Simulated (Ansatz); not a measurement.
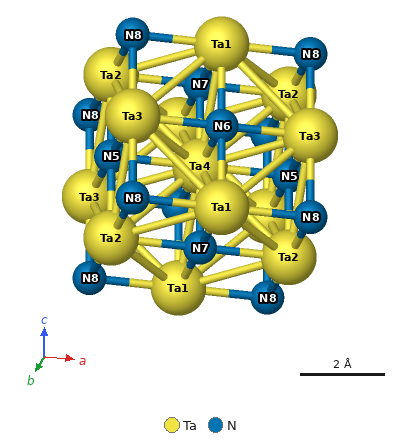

The input geometry (ball-and-stick view of the cell of the calculation, seen at an oblique angle; atoms are numbered from 1 in the order of the input). An atom can appear more than once, as a periodic image. Near neighbours in the periodic cell (some may lie outside the picture): Ta has 6 N at 2.18 Å and 12 Ta at 3.08 Å; N has 6 Ta at 2.18 Å.

## TaN: single-point calculation

The run: single-point calculation of TaN (Fm-3m, 8 atoms in the cell). Method and program: DFT r2SCAN, scalar-relativistic, plane waves, PAW, no spin polarisation (Ansatz 0.2.0).

The structure derives from an entry of the Crystallography Open Database. It belongs to a series of runs on one base structure; here: the relaxed cell repeated 4 times. Figures and captions count atoms from 1; the log counts them from 0 in places.

Input file:
```yaml
crystal:
  lattice:
    - [4.358, 0.0, 0.0]
    - [0.0, -4.358, 0.0]
    - [0.0, 0.0, -4.358]
  atoms:
    - { symbol: Ta, position: [0.5, 0.0, 0.0] }
    - { symbol: Ta, position: [0.0, 0.5, 0.0] }
    - { symbol: Ta, position: [0.0, 0.0, 0.5] }
    - { symbol: Ta, position: [0.5, 0.5, 0.5] }
    - { symbol: "N", position: [0.0, 0.5, 0.5] }
    - { symbol: "N", position: [0.5, 0.0, 0.5] }
    - { symbol: "N", position: [0.5, 0.5, 0.0] }
    - { symbol: "N", position: [0.0, 0.0, 0.0] }
basis:
  ecutwfc: 500
kpoints:
  mp_grid: { grid: [12, 12, 12] }
hamiltonian:
  xc: r2scan
scf:
  occupations: { method: gaussian, width: 0.15 }
output:
  forces: true
  stress: true
  eigenvalues: true
  write_density: true
  write_potential: true
  elf: true
  volumetric_format: npy
```

Hardware: 1 thread of Intel Xeon @ 2.50GHz (Skylake/Cascade Lake), 32 GiB of memory available, shared host.

Launched with:
```bash
ansatz run input.yaml --threads 1 --pin off --max-ram 2560MiB --backend cpu --events-out ev --progress --plain --runs-dir out
```

What the program printed:
```
Engine: ansatz 0.2.0, x86_64-unknown-linux-gnu
Pseudopotentials: kind: paw
Pseudopotential: Ta, paw, valence charge 13, recommended cutoff 500 eV (meta_gga), Ta.paw.azcp
Pseudopotential: N, paw, valence charge 5, recommended cutoff 500 eV (meta_gga), N.paw.azcp
Functional definition: r2SCAN
  parameter k0 = 0.174
  parameter k1 = 0.065
  parameter a1 = 4.9479
  exchange = r2scan_x(k0 = k0, k1 = k1, a1 = a1)
  correlation = r2scan_c
Crystal: 8 atoms, lattice volume = 82.768 Å³
Basis set: ecut = 500 eV, 2103 PW (Γ), exchange–correlation on 128×128×128 points (64 copies of the dense FFT grid, shifted against one another)
Bands: 44, of which v1, the nominal top of the filled ones, is band 36 counted from 1 (35 counted from 0)
Symmetry: 192 space group operations
Space group: Fm-3m (ITA 225), of the structure as read, at distance tolerance 4.4e-5 Å
k-points: 84 of 1728
Non-local potential: Ta, projectors of the file, l = 0: 3, l = 1: 2, l = 2: 2, l = 3: 1
Non-local potential: N, projectors of the file, l = 0: 2, l = 1: 2, l = 2: 1
PAW form: soft (Blöchl's): semilocal exchange-correlation on the pseudo side does not see the compensation charge
PAW frozen core: Ta, regenerated for the run's functional (the file was generated under x = pbe(κ = 0.804, μ = 0.2195149727645171), c = pbe(β = 0.06672455060314922))
PAW frozen core: N, regenerated for the run's functional (the file was generated under x = pbe(κ = 0.804, μ = 0.2195149727645171), c = pbe(β = 0.06672455060314922))
PAW one-centre angular grid: Ta, 590 points (default); XC on 160 Gauss nodes
PAW one-centre angular grid: N, 302 points (default); XC on 160 Gauss nodes
Initial density: superposition of atomic densities (neutral atoms: chi_scale 0, normalization atom), corrected by the library's trained network
Initial wavefunctions: pseudopotential atomic-orbital guess
Functional: x = r2scan, c = r2scan; τ floored in thin density (d = 2e-4 eV/Å³)
SCF iter   1: F=—  HF=-41323.850039 eV  |F-HF|=—  |Δ(HF+E_count)|=         —  Δρ=7.31e-3  dr2=1.35e-2  dr2_τ=5.77e-1  ethr=1.77e-3  ⟨swp⟩=5.3  Hψ=14316  notcnv=0
preconditioner: auto → Kerker (q_TF=auto, 2.666 Å⁻¹)  [metal: Δε(μ)=0.036 eV  Ē_g=10.396 eV  σ=0.150 eV  W_gap=0.13  n_scr=26 (ndim 8)  ℏωp=25.8 eV  f_vac=0.000  D(μ)=3.99/eV (n_scr^D=32)]
SCF iter   2: F=—  HF=-41324.154472 eV  |F-HF|=—  |Δ(HF+E_count)|=   3.04e-1  Δρ=6.29e-3  dr2=2.16e-2  dr2_τ=1.38e-3  ethr=1.87e-5  ⟨swp⟩=2.0  Hψ=7564  notcnv=0  defer=61
SCF iter   3: F=—  HF=-41324.154858 eV  |F-HF|=—  |Δ(HF+E_count)|=   3.86e-4  Δρ=4.40e-3  dr2=9.05e-3  dr2_τ=5.93e-4  ethr=1.87e-5  ⟨swp⟩=1.3  Hψ=3903  notcnv=0  defer=61
SCF iter   4: F=—  HF=-41324.156967 eV  |F-HF|=—  |Δ(HF+E_count)|=   2.11e-3  Δρ=1.60e-3  dr2=8.92e-4  dr2_τ=1.07e-4  ethr=1.26e-5  ⟨swp⟩=2.0  Hψ=5109  notcnv=0  defer=61
SCF iter   5: F=—  HF=-41324.157349 eV  |F-HF|=—  |Δ(HF+E_count)|=   3.82e-4  Δρ=6.96e-4  dr2=4.19e-4  dr2_τ=2.54e-5  ethr=1.24e-6  ⟨swp⟩=2.8  Hψ=6929  notcnv=0  defer=61
SCF iter   6: F=—  HF=-41324.157294 eV  |F-HF|=—  |Δ(HF+E_count)|=   5.52e-5  Δρ=1.76e-4  dr2=2.66e-5  dr2_τ=1.59e-6  ethr=5.82e-7  ⟨swp⟩=2.0  Hψ=5050  notcnv=0  defer=61
SCF iter   7: F=—  HF=-41324.157282 eV  |F-HF|=—  |Δ(HF+E_count)|=   1.21e-5  Δρ=6.90e-6  dr2=3.32e-8  dr2_τ=3.22e-9  ethr=1.39e-10  ⟨swp⟩=13.7  Hψ=30312  notcnv=0
SCF iter   8: F=-41324.157282 eV  HF=-41324.157282 eV  |F-HF|=5.92e-9  |Δ(HF+E_count)|=  5.97e-10  Δρ=3.35e-6  dr2=9.78e-9  dr2_τ=6.77e-10  ethr=4.61e-11  ⟨swp⟩=5.9  Hψ=21431  notcnv=0
SCF 1 converged in 8 iterations: F = -41324.157282 eV  dr2 = 9.78e-9
  greatest PAW one-centre occupation: 0.998 electrons in one spin orbital (limit 2), on the Ta atom at site 3 (counted from 0), in its partial waves of l = 0
```

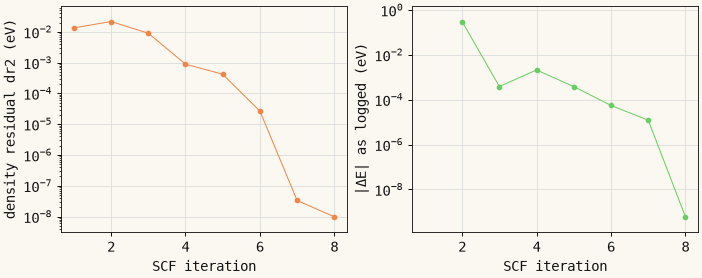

Convergence of the self-consistent field: density residual dr2 and size of the energy change against the SCF iteration. The residual falls almost steadily, with no more than small rises.

```
SCF converged after 8 iterations
Free energy (F): -41324.157282 eV
Harris-Foulkes:  -41324.157282 eV  (|F-HF|=5.92e-9)
Internal energy: -41324.112184 eV  (E = F + TS)
E sigma→0 (E₀):  -41324.134733 eV
Entropy (-TS):   -0.045098 eV (-5.637 meV/atom)
Fermi energy:    22.417793 eV
--- Per-component energies (eV) ---
  E_band       = -197.938732
  E_kinetic    = 2020.866284
  E_local      = -2263.390035  (includes V_loc(G=0)·N_el)
  E_nonlocal   = 240.525377
  E_hartree    = 771.465022
  E_xc         = -1065.804039
  E_vxc        = -1238.523522  (∫ρ·V_xc dr)
  E_paw        = -34210.549534  (= ΣΔE_a)
  E_vpaw       = -564.335700  (= ΣTr[D̂ρ^β])
  E_aug_tail   = 0.000312  (compensation charges beyond the density's cutoff)
  E_vtau       = 63.990375  (kinetic-family band-sum trace: ∫τ·v_τ [+ j·A + Jᵃ·Aᵃ] dr)
  E_ewald      = -6814.082191
  E_core_change = -3.143379  (= ΣΔE_core)
  E_smearing   = -0.045098  (= −TS)
  E_closure    = -0.000000  (closes the sum)
  Σ components = -41324.157282   (vs F -41324.157282, Δ=0.00e0)
--- Forces (eV/Å), atoms counted from 1 ---
  atom   1  Ta     0.00000000     0.00000000     0.00000000
  atom   2  Ta     0.00000000     0.00000000     0.00000000
  atom   3  Ta     0.00000000     0.00000000    -0.00000000
  atom   4  Ta    -0.00000000     0.00000000    -0.00000000
  atom   5  N     -0.00000000    -0.00000000     0.00000000
  atom   6  N      0.00000000     0.00000000    -0.00000000
  atom   7  N     -0.00000000    -0.00000000    -0.00000000
  atom   8  N     -0.00000000    -0.00000000    -0.00000000
  max |Σ_I F_I| component: 3.44e-29 eV/Å
--- Stress (GPa, compression-positive) ---
        9.860891      -0.000000       0.000000
        0.000000       9.860891      -0.000000
        0.000000       0.000000       9.860891
  P = ⅓ Tr σ = 9.8609 GPa (98.609 kbar)
--- Band table (eV; the first three rows and the last of 84) ---
  k-point 0: bands = ["-49.0282", "-48.9368", "-48.9368", "-48.9368", "-15.4241", "-15.4241", "-15.4241", "-14.9255", "-14.9255", "-14.9255", "-14.9255", "-14.9255", "-14.9255", "-14.6073", "-14.6073", "-14.6073", "2.2025", "3.4099", "3.4099", "3.4099", "15.2702", "15.2702", "15.2702", "16.6162", "16.6162", "16.6162", "17.3513", "17.3513", "17.3513", "17.3513", "17.3513", "17.3513", "18.1866", "18.1866", "18.1866", "20.1836", "20.1836", "20.1836", "22.5989", "22.5989", "24.4120", "24.7676", "24.7676", "24.7676"]
  k-point 1: bands = ["-49.0266", "-48.9384", "-48.9368", "-48.9368", "-15.4159", "-15.4159", "-15.4130", "-14.9343", "-14.9343", "-14.9278", "-14.9278", "-14.9202", "-14.9202", "-14.6245", "-14.6128", "-14.6128", "2.2617", "3.4363", "3.4532", "3.4532", "15.1230", "15.2562", "15.2562", "16.3259", "16.3259", "16.6595", "17.0962", "17.0962", "17.3293", "17.3293", "17.7287", "17.7468", "17.7468", "18.0528", "18.0528", "20.0899", "20.4130", "20.4130", "22.6297", "22.9976", "24.6147", "24.7222", "24.9864", "24.9864"]
  k-point 2: bands = ["-49.0221", "-48.9430", "-48.9368", "-48.9368", "-15.3917", "-15.3917", "-15.3799", "-14.9600", "-14.9600", "-14.9340", "-14.9340", "-14.9045", "-14.9045", "-14.6742", "-14.6289", "-14.6289", "2.4311", "3.5061", "3.5744", "3.5744", "14.7410", "15.2183", "15.2183", "15.9246", "15.9246", "16.4662", "16.4662", "16.7541", "16.7885", "17.2699", "17.2699", "17.7746", "17.7746", "18.4597", "18.4597", "19.8281", "20.9726", "20.9726", "22.7209", "23.6187", "24.5915", "25.3929", "25.4801", "25.4801"]
  k-point 83: bands = ["-48.9594", "-48.9594", "-48.9594", "-48.9594", "-15.5845", "-15.5845", "-15.5845", "-15.5845", "-14.6956", "-14.6956", "-14.6956", "-14.6956", "-14.6956", "-14.6956", "-14.6956", "-14.6956", "5.3411", "5.3411", "5.3411", "5.3411", "11.3761", "11.3761", "11.3761", "11.3761", "14.2299", "14.2299", "14.2299", "14.2299", "14.2299", "14.2299", "14.2299", "14.2299", "24.4347", "24.4347", "24.4347", "24.4347", "24.4347", "24.4347", "24.4347", "24.4347", "24.5718", "24.5718", "24.5718", "24.5718"]
```

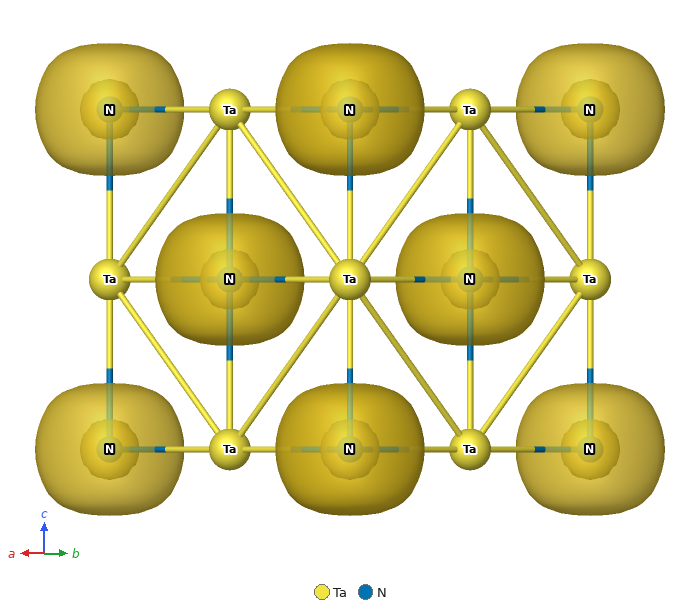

Isosurface of the ELF at 0.6 (yellow), seen along [110]. Core shells and regions of very low density are left out. Sticks mark near contacts. The outline is the cell set on symmetry axes. Profiles from the grid: Ta–N (2.18 Å): the ELF is about 0.15 at the midpoint (no shared pair; the contact is polar). Ta–Ta (3.08 Å): the ELF is about 0.20 at the midpoint; no shared electron pair. The fields are those of the smooth PAW valence density.

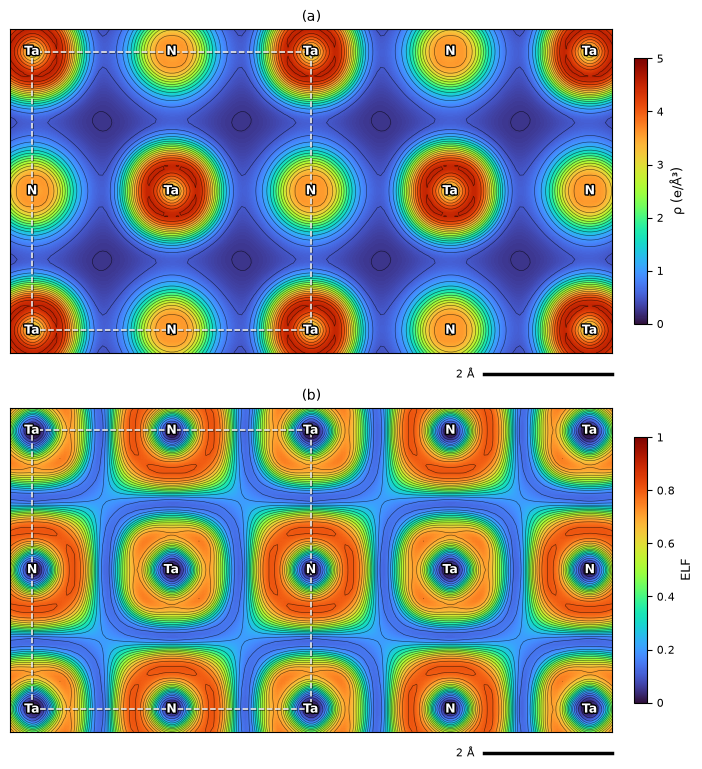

(a) valence electron density; (b) electron localisation function on the (001) plane of the conventional cell. Atoms in the plane: Ta and N. Ta–N (2.18 Å): ρ is about 0.55 e/Å³ halfway; the ELF is about 0.15 at the midpoint (a polar contact without a shared pair, in a metal). Ta–Ta (3.08 Å): the density is about 0.24 e/Å³ at the midpoint; the ELF is about 0.20 at the midpoint; no shared electron pair. Away from the nuclei the density in this plane falls to 0.24 e/Å³ at its lowest. The strong features right at Ta lie inside the PAW spheres (semicore, d or f shells) and say nothing about bonding.

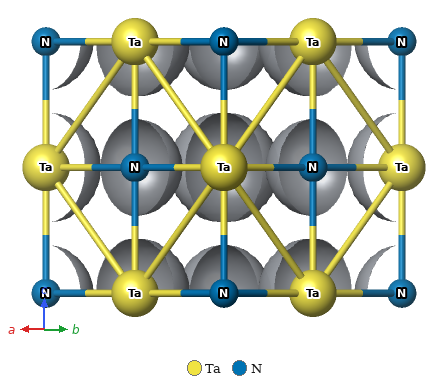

Isosurface of the valence charge density (pseudo) at 0.8 e/Å³ (grey), seen along [110]. Sticks mark near contacts. The outline is the cell set on symmetry axes. At this value the density breaks into separate islands; it holds about 70 % of the electrons treated as valence (semicore included). It is pinched off along the Ta–N (2.18 Å) and Ta–Ta (3.08 Å) contacts. On the grid the lowest density along these lines, outside the cores, is 0.55 e/Å³ (Ta–N, 2.18 Å) and 0.24 e/Å³ (Ta–Ta, 3.08 Å).

Results in brief:

```tsv
quantity	value
outcome	converged
space group (tolerance 0.01 Å)	Fm-3m (225)
electrons treated	72
free energy	−41324.1573 eV
Fermi energy	22.418 eV
gap on the k-point mesh	none (metallic)
pressure	9.86 GPa
largest force (length of the vector)	under 0.001 eV/Å
wall time	49 s
peak memory	0.7 GiB
```

Remarks:

Spin–orbit coupling is left out, which matters for Ta. The cell is under a pressure of 9.9 GPa at this level, so it is not at its equilibrium volume.
